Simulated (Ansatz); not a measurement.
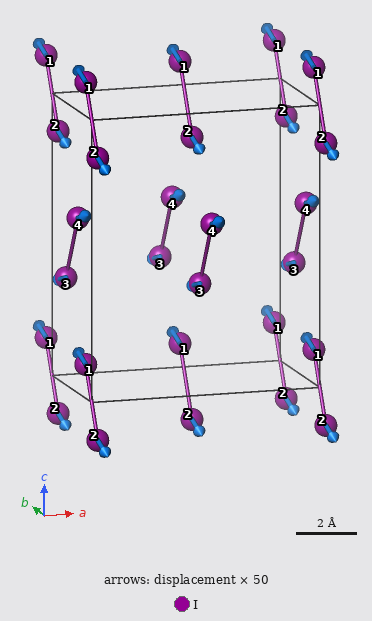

This is a relaxation of solid I (built on the solid type). The starting structure is drawn; blue arrows show the displacements (the part carried along by the change of the cell is left out), 50 times their true length.

Style: ball-and-stick. Shown: the conventional cell (2 times the calculation's cell), slightly off an axis. Lengths and directions refer to the drawn axes.

Case: volume 42.871 Å^3/atom.

Method: DFT r2SCAN, scalar-relativistic, plane waves, PAW (Ansatz 0.2.0).

The input:
```yaml
crystal:
  lattice:
    - [3.9850222206, -2.2327327759, 0.0]
    - [3.9850222206, 2.2327327759, 0.0]
    - [0.0, 0.0, 9.6366236431]
  atoms:
    - { symbol: I, position: [0.8489491502, 0.1510508498, 0.1199874803] }
    - { symbol: I, position: [0.1510508498, 0.8489491502, 0.8800125197] }
    - { symbol: I, position: [0.3489491502, 0.6510508498, 0.3800125197] }
    - { symbol: I, position: [0.6510508498, 0.3489491502, 0.6199874803] }
basis:
  ecutwfc: 600
  ecutrho_ratio: 5
kpoints:
  mp_grid: { grid: [6, 6, 4] }
hamiltonian:
  xc: r2scan
scf:
  occupations: { method: gaussian, width: 0.05 }
output:
  forces: true
  stress: true
  eigenvalues: true
relax:
  f_tol: 0.04
  max_steps: 40
  cell: { stress_tol: 0.4, fix: [volume] }
```

> What did the optimiser do to the structure, and how much energy did it gain?

The largest moves relative to the cell, 0.024 Å, are those of I1, I2, I3 and I4. I2 goes roughly along −b. The drawn cell changes at constant volume: a 7.970 → 7.641 Å (−4.1 %), b 4.465 → 4.533 Å (+1.5 %), c 9.637 → 9.901 Å (+2.7 %). Some distances before and after: I1–I2 2.677 → 2.778 Å. The space group stays Cmce (No. 64). After 3 accepted moves (4 points after the start) the energy has fallen by 0.124 eV per cell of the calculation. Largest force component: 0.54 eV/Å at the start, 0.031 eV/Å at the end. The pressure goes from 2.49 to 0.26 GPa. The SCF was repeated once at an unchanged geometry on a basis and grid sized afresh for the cell, which shifted the energy by 0.1 meV per cell of the calculation at most.
